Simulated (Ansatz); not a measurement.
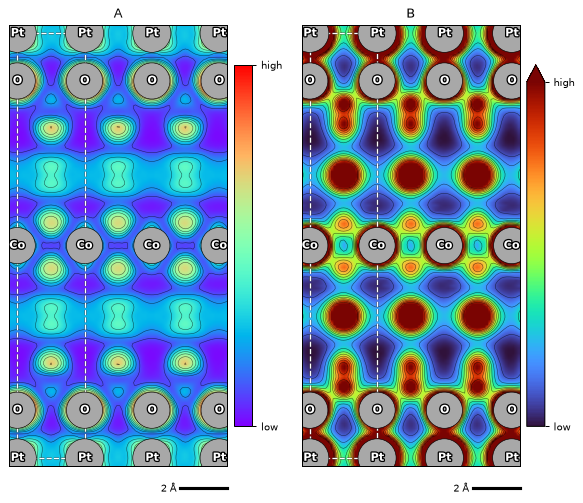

CoPtO2: 2 fields on the (010) plane of the conventional cell, with unlabelled colour scales. Grey discs cover the atomic cores.

Space group R-3m; a structure from a database of computed crystals, not necessarily the ambient phase; computed pressure about −4 GPa in this cell; the program warned that a starting moment wasn't kept; spin-polarised, but the moments vanished.

The calculation used Kohn-Sham DFT of a periodic cell, PBE, Ansatz PAW in Ansatz.

**Match the panels to the quantities (electron localisation function and valence pseudo-density).**

Panel A: electron localisation function. Panel B: valence pseudo-density. From the grid: Pt–O (2.03 Å): ρ is about 0.82 e/Å³ halfway; the ELF peaks at about 0.85 in the valence shell of O, 0.6 Å from its nucleus, and is about 0.20 at the midpoint.
